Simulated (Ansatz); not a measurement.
**Mo3Si: single-point calculation**

- system: Mo3Si (P6₃/mmc, 8 atoms in the cell)
- method: DFT PBE, scalar-relativistic, plane waves, PAW, no spin polarisation (Ansatz 0.2.0)

The structure was made by swapping elements on the sites of another compound; it need not be a known phase. It belongs to a series of runs on one base structure; here: Ni3Sn (D0_19) type (P6_3/mmc, No. 194). Figures and captions count atoms from 1; the log counts them from 0 in places.

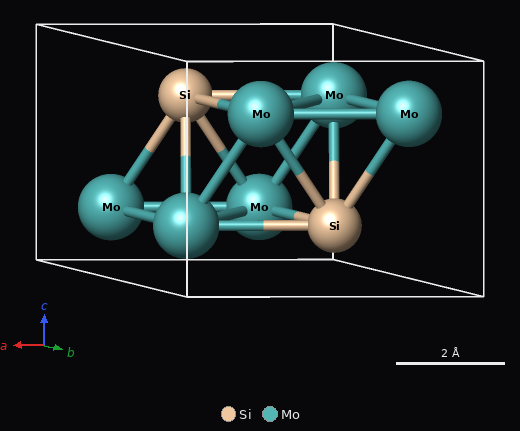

Figure 1. The input geometry (ball-and-stick view of the cell of the calculation, seen at an oblique angle). Near neighbours in the crystal (not all of them lie inside the picture): Si has 12 Mo at 2.73 to 2.77 Å; Mo has 8 Mo at 2.74 to 2.77 Å and 4 Si at 2.73 to 2.77 Å.

## Input
```yaml
crystal:
  lattice:
    - [5.5348535293, 0.0, 0.0]
    - [-2.7674267646, 4.7933237626, 0.0]
    - [0.0, 0.0, 4.4425739426]
  atoms:
    - { symbol: Si, position: [0.3333333333, 0.6666666667, 0.25] }
    - { symbol: Si, position: [0.6666666667, 0.3333333333, 0.75] }
    - { symbol: Mo, position: [0.833, 0.666, 0.25] }
    - { symbol: Mo, position: [0.167, 0.833, 0.75] }
    - { symbol: Mo, position: [0.334, 0.167, 0.25] }
    - { symbol: Mo, position: [0.167, 0.334, 0.75] }
    - { symbol: Mo, position: [0.833, 0.167, 0.25] }
    - { symbol: Mo, position: [0.666, 0.833, 0.75] }
basis:
  ecutwfc: 420
kpoints:
  mp_grid: { grid: [6, 6, 4] }
hamiltonian:
  xc: pbe
scf:
  occupations: { method: gaussian, width: 0.1 }
  lower_state_search: "off"
output:
  forces: true
  stress: true
  eigenvalues: true
```

Machine: 1 thread of Intel Xeon (Granite Rapids), 176 GiB of memory available, shared host.

Command:
```bash
ansatz run input.yaml --threads 1 --pin off --max-ram 2560MiB --backend cpu --events-out ev --progress --plain --runs-dir out
```

## The program's output
```
Engine: ansatz 0.2.0, x86_64-unknown-linux-gnu
Pseudopotentials: kind: paw
Pseudopotential: Si, paw, valence charge 4, recommended cutoff 420 eV (normal), Si.paw.azcp
Pseudopotential: Mo, paw, valence charge 14, recommended cutoff 420 eV (normal), Mo.paw.azcp
Functional definition: PBE
  parameter kappa = 0.804
  parameter beta = 0.06672455060314922
  exchange = pbe_x(kappa = kappa, mu = beta*pi^2/3)
  correlation = pbe_c(beta = beta)
Crystal: 8 atoms, lattice volume = 117.863 Å³
Basis set: ecut = 420 eV, 2307 PW (Γ), exchange–correlation on 80×80×60 points (8 copies of the dense FFT grid, shifted against one another)
Bands: 56, of which v1, the nominal top of the filled ones, is band 46 counted from 1 (45 counted from 0)
Symmetry: 24 space group operations
Space group: P63/mmc (ITA 194), of the structure as read, at distance tolerance 4.9e-5 Å
k-points: 21 of 144
Non-local potential: Si, projectors of the file, l = 0: 2, l = 1: 2, l = 2: 2
Non-local potential: Mo, projectors of the file, l = 0: 3, l = 1: 2, l = 2: 2, l = 3: 1
PAW form: soft (Blöchl's): semilocal exchange-correlation on the pseudo side does not see the compensation charge
PAW one-centre angular grid: Si, 110 points (default); XC on 64 Gauss nodes
PAW one-centre angular grid: Mo, 590 points (default); XC on 64 Gauss nodes
Initial density: superposition of atomic densities (neutral atoms: chi_scale 0, normalization atom), corrected by the library's trained network
Initial wavefunctions: pseudopotential atomic-orbital guess
Functional: x = pbe(κ = 0.804, μ = 0.2195149727645171), c = pbe(β = 0.06672455060314922)
SCF iter   1: F=—  HF=-31008.106208 eV  |F-HF|=—  |Δ(HF+E_count)|=         —  Δρ=6.65e-3  dr2=4.56e-2  ethr=1.77e-3  ⟨swp⟩=5.4  Hψ=4162  notcnv=0
preconditioner: auto → Kerker (q_TF=auto, 2.618 Å⁻¹)  [metal: Δε(μ)=0.033 eV  Ē_g=4.816 eV  σ=0.100 eV  W_gap=0.19  n_scr=26 (ndim 8)  ℏωp=22.7 eV  f_vac=0.000  D(μ)=4.39/eV (n_scr^D=26)]
SCF iter   2: F=—  HF=-31008.103879 eV  |F-HF|=—  |Δ(HF+E_count)|=   2.33e-3  Δρ=3.86e-3  dr2=1.52e-2  ethr=4.95e-5  ⟨swp⟩=1.6  Hψ=1425  notcnv=0
SCF iter   3: F=—  HF=-31008.102297 eV  |F-HF|=—  |Δ(HF+E_count)|=   1.58e-3  Δρ=5.58e-4  dr2=3.27e-4  ethr=1.66e-5  ⟨swp⟩=2.0  Hψ=1519  notcnv=0
SCF iter   4: F=—  HF=-31008.102259 eV  |F-HF|=—  |Δ(HF+E_count)|=   3.83e-5  Δρ=1.09e-4  dr2=6.51e-6  ethr=3.56e-7  ⟨swp⟩=2.0  Hψ=1516  notcnv=0
SCF iter   5: F=—  HF=-31008.102167 eV  |F-HF|=—  |Δ(HF+E_count)|=   9.15e-5  Δρ=1.79e-5  dr2=2.75e-7  ethr=7.07e-9  ⟨swp⟩=2.4  Hψ=1721  notcnv=0
SCF iter   6: F=-31008.102167 eV  HF=-31008.102167 eV  |F-HF|=1.20e-9  |Δ(HF+E_count)|=   8.81e-9  Δρ=3.16e-6  dr2=8.36e-9  ethr=1.09e-10  ⟨swp⟩=8.5  Hψ=4426  notcnv=0
SCF 1 converged in 6 iterations: F = -31008.102167 eV  dr2 = 8.36e-9
  greatest PAW one-centre occupation: 0.998 electrons in one spin orbital (limit 2), on the Mo atom at site 6 (counted from 0), in its partial waves of l = 0
```

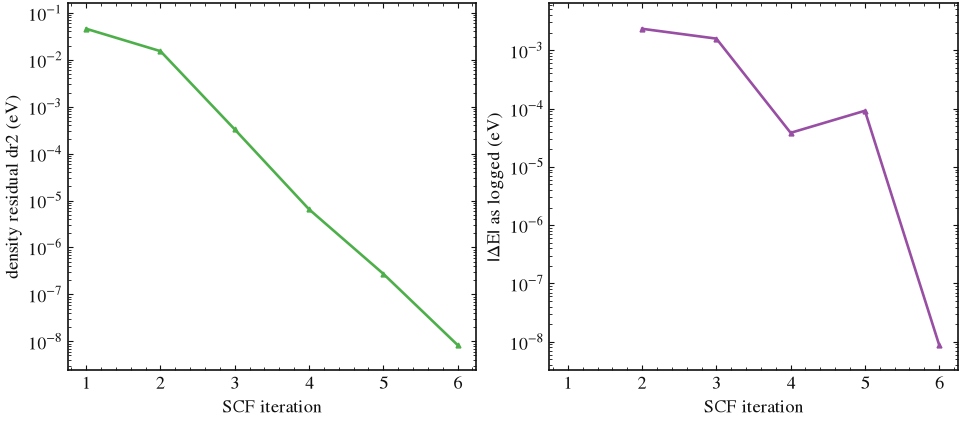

Figure 2. Convergence of the self-consistent field: density residual dr2 and size of the energy change against the SCF iteration. The residual falls at every step.

```
SCF converged after 6 iterations
Free energy (F): -31008.102167 eV
Harris-Foulkes:  -31008.102167 eV  (|F-HF|=1.20e-9)
Internal energy: -31008.080123 eV  (E = F + TS)
E sigma→0 (E₀):  -31008.091145 eV
Entropy (-TS):   -0.022044 eV (-2.755 meV/atom)
Fermi energy:    19.432855 eV
--- Per-component energies (eV) ---
  E_band       = -348.173846
  E_kinetic    = 2744.344180
  E_local      = -5585.485610  (includes V_loc(G=0)·N_el)
  E_nonlocal   = 910.618950
  E_hartree    = 1964.697456
  E_xc         = -1217.149129
  E_vxc        = -1475.640728  (∫ρ·V_xc dr)
  E_paw        = -20235.227164  (= ΣΔE_a)
  E_vpaw       = -871.404697  (= ΣTr[D̂ρ^β])
  E_aug_tail   = 0.000267  (compensation charges beyond the density's cutoff)
  E_ewald      = -9589.879074
  E_smearing   = -0.022044  (= −TS)
  E_closure    = 0.000000  (closes the sum)
  Σ components = -31008.102167   (vs F -31008.102167, Δ=0.00e0)
--- Forces (eV/Å), atoms counted from 1 ---
  atom   1  Si     0.00000000    -0.00000000     0.00000000
  atom   2  Si    -0.00000000     0.00000000     0.00000000
  atom   3  Mo     0.00000000     0.19357528     0.00000000
  atom   4  Mo    -0.16764111     0.09678764     0.00000000
  atom   5  Mo    -0.16764111    -0.09678764     0.00000000
  atom   6  Mo    -0.00000000    -0.19357528     0.00000000
  atom   7  Mo     0.16764111    -0.09678764     0.00000000
  atom   8  Mo     0.16764111     0.09678764     0.00000000
  max |Σ_I F_I| component: 2.78e-17 eV/Å
--- Stress (GPa, compression-positive) ---
       -0.855593      -0.000000       0.000000
       -0.000000      -0.855593       0.000000
        0.000000       0.000000      15.455101
  P = ⅓ Tr σ = 4.5813 GPa (45.813 kbar)
--- Band table (eV; the first three rows and the last of 21) ---
  k-point 0: bands = ["-41.5445", "-41.3409", "-41.3409", "-41.3226", "-41.2335", "-41.2335", "-16.2431", "-16.1365", "-15.9517", "-15.8674", "-15.8674", "-15.7561", "-15.7561", "-15.6932", "-15.6932", "-15.4499", "-15.1404", "-15.1404", "-15.0436", "-14.9837", "-14.9837", "-14.9802", "-14.9802", "-14.9753", "8.9373", "10.4586", "13.7720", "14.5324", "15.1616", "15.1712", "15.1712", "15.1821", "15.1821", "15.7996", "15.7996", "16.1265", "16.1265", "16.2249", "17.9655", "18.2570", "18.3836", "18.3836", "18.4105", "18.4105", "18.4655", "19.9964", "19.9965", "20.4852", "20.4852", "20.7502", "21.1979", "21.1979", "21.2815", "21.2815", "21.5867", "22.6960"]
  k-point 1: bands = ["-41.5124", "-41.3555", "-41.3252", "-41.3252", "-41.2492", "-41.2492", "-16.2259", "-16.1515", "-16.0214", "-16.0214", "-15.8775", "-15.8775", "-15.8158", "-15.4312", "-15.4312", "-15.3921", "-15.1273", "-15.1190", "-15.1190", "-15.1049", "-14.9890", "-14.9890", "-14.9726", "-14.9726", "9.3604", "10.2745", "13.8695", "14.6159", "14.9517", "15.1230", "15.1230", "15.2763", "15.2763", "15.7442", "15.7442", "16.2351", "16.4205", "16.4205", "17.5901", "17.9565", "17.9565", "18.5550", "18.9521", "18.9521", "19.4688", "19.7795", "19.9371", "19.9371", "19.9675", "19.9675", "20.8755", "20.8755", "21.1947", "21.2155", "21.2155", "22.4111"]
  k-point 2: bands = ["-41.4345", "-41.4345", "-41.2872", "-41.2872", "-41.2872", "-41.2872", "-16.1871", "-16.1871", "-16.0350", "-16.0350", "-16.0350", "-16.0350", "-15.4802", "-15.4802", "-15.2502", "-15.2502", "-15.1744", "-15.1744", "-15.1744", "-15.1744", "-14.9910", "-14.9910", "-14.9910", "-14.9910", "10.0165", "10.0165", "13.6959", "13.6959", "15.0911", "15.0911", "15.0911", "15.0911", "16.4777", "16.4777", "16.4777", "16.4777", "16.6935", "16.6935", "17.3019", "17.3019", "18.0696", "18.0696", "18.0696", "18.0696", "19.6693", "19.6693", "19.6693", "19.6693", "20.1989", "20.1989", "20.5001", "20.5001", "21.5104", "21.5104", "21.5104", "21.5104"]
  k-point 20: bands = ["-41.3635", "-41.3635", "-41.3592", "-41.3592", "-41.2874", "-41.2874", "-15.9880", "-15.9880", "-15.9134", "-15.9134", "-15.8335", "-15.8335", "-15.5231", "-15.5231", "-15.4884", "-15.4884", "-15.2597", "-15.2597", "-15.2410", "-15.2410", "-15.0727", "-15.0727", "-15.0487", "-15.0487", "10.8133", "10.8133", "13.7152", "13.7152", "14.6987", "14.6987", "15.6248", "15.6248", "15.8154", "15.8154", "16.6999", "16.6999", "16.7613", "16.7613", "16.9881", "16.9881", "18.0351", "18.0351", "18.5105", "18.5105", "18.8858", "18.8858", "19.6481", "19.6481", "19.9681", "19.9681", "20.9657", "20.9657", "21.2173", "21.2173", "21.8412", "21.8412"]
```

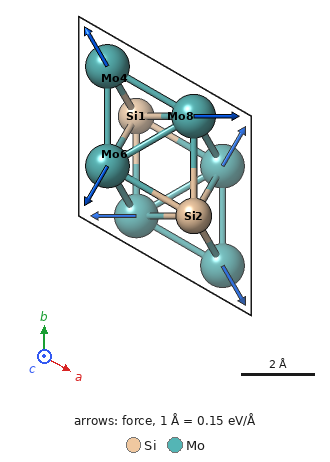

Figure 3. Forces on the atoms as blue arrows (ball-and-stick view of the cell of the calculation, along the c axis; atoms are numbered from 1 in the order of the input). The largest act on all 6 Mo atoms (0.19 eV/Å). The geometry is not a stationary point of this energy.

## Results in brief

```tsv
quantity	value
outcome	converged
space group (tolerance 0.01 Å)	P6₃/mmc (194)
electrons treated	92
free energy	−31008.1022 eV
Fermi energy	19.433 eV
gap on the k-point mesh	none (metallic)
pressure	4.58 GPa
largest force (length of the vector)	0.194 eV/Å
wall time	3.9 s
peak memory	0.44 GiB
```
